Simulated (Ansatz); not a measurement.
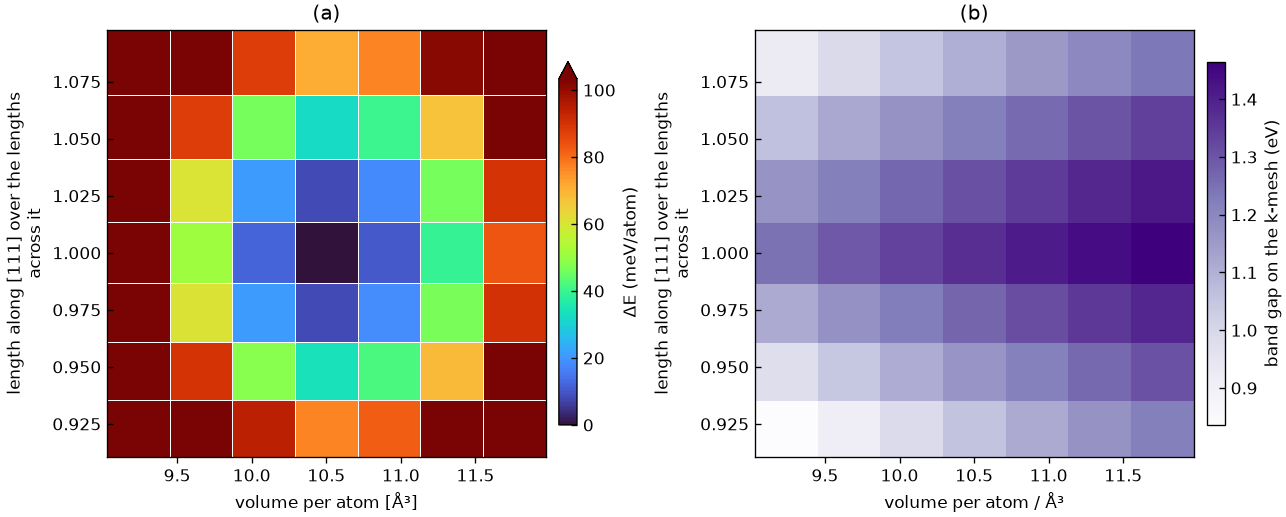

SiC (F-43m, No. 216; 2 atoms in the cell). The energy is mapped over volume and the cell's shape. The first coordinate is: volume per atom; the second: length along [111] over the lengths across it, relative to the cubic cell. Nothing is relaxed (fractional coordinates fixed). Grid: 7 × 7 points. Points are written as (first, second). All energies are given in meV/atom relative to the lowest grid point. Theory: DFT PBE, scalar-relativistic, plane waves, PAW in Ansatz 0.2.0. Settings: cutoff 520 eV, k-mesh 12×12×12, gaussian smearing 0.05 eV, no spin polarisation.

Panel (a) is the energy; panel (b) is the computed band gap on the k-mesh, in eV.

The picture shows one coloured cell a grid point, one colour for all values above the top of the scale.

How does the band gap on the k-mesh vary over the map, and what is it at the lowest grid point?

It runs from 0.84 eV at (9.24 Å³, 0.923) to 1.47 eV at (11.76 Å³, 1.000). At the lowest grid point, (10.50 Å³, 1.000), it is 1.37 eV.

PAW datasets: the set soft_1.
